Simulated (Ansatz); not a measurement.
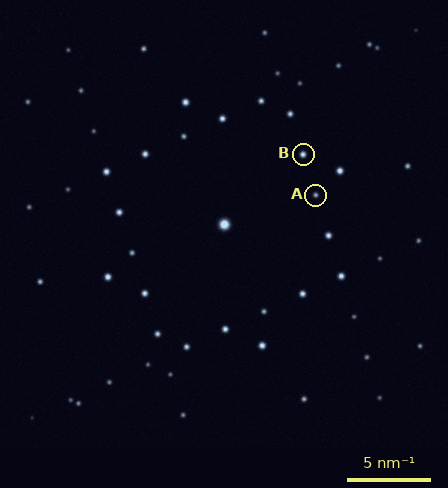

Kinematic zone-axis pattern, calculated for 200 keV electrons with B = 0.8 Å². Two individuals of a reflection twin are superposed (a geometric construction: whether this twin forms is not tested). Crystal: Pd, space group P6/mmm (No. 191), a = 4.506 Å, c = 2.673 Å (hexagonal axes), zone axis [102]. Structure: the end point of a relaxation with DFT, PBE, plane waves (420 eV) with PAW, scalar-relativistic (Ansatz); the starting structure was generated, so it need not be a known form of this composition.

In the first individual spot A is -2 1 1 and spot B is -2 0 1.

Q: Find the twin plane.

A: (2-3-1). The spot positions of the combined pattern are mirror-symmetric about the row through 2 -3 -1 (d = 1.291 Å), which both individuals share, while a single individual has only symmetry 2mm without that mirror line. Friedel's law adds a mirror line at right angles, along which no low-index reflection lies.

Q: Which other reflections coincide?

A: Within the frame only the reflections of the common row coincide.
